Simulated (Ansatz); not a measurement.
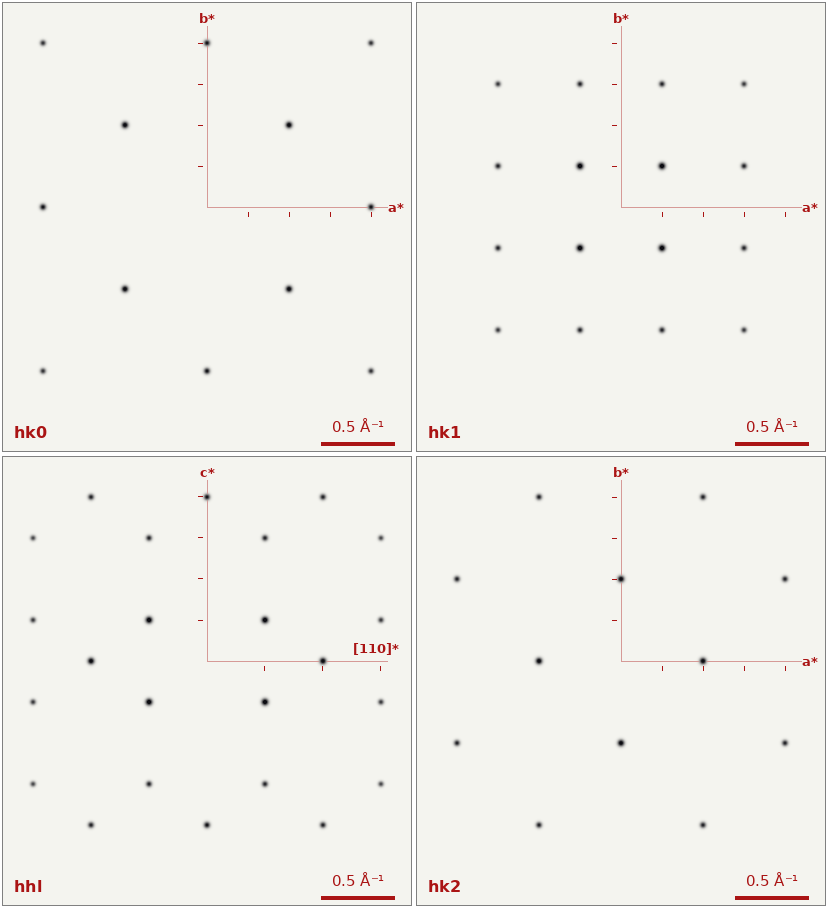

Four undistorted layers of reciprocal space, calculated for a single crystal (X-rays, kinematic |F|², B = 0.5 Å²). Tick marks count the reciprocal lattice steps of the conventional cell along each axis.

> What cell do the layers give?

a* = 0.282, b* = 0.282, c* = 0.282 Å⁻¹; the cell is cubic with a = 3.55 Å.

> List the systematic absences.

Reflections are present only under these conditions. hkl: h + k = 2n, h + l = 2n; hk0: h = 2n, h + k = 4n; hhl: h + l = 2n; h00: h = 4n. The lattice is face-centred (F). Further gaps, such as 2 2 2, 4 4 2, come from atoms on special positions, not from the group's general conditions.

> Which space groups fit?

The intensities have Laue symmetry m-3m (the hk0 layer shows 4mm, hk1 shows 4mm). With these conditions only Fd-3m (No. 227) fits. The compound is C. Structure: the input geometry of an electronic-structure calculation (not necessarily at equilibrium); the starting structure was generated, so it need not be a known form of this composition.
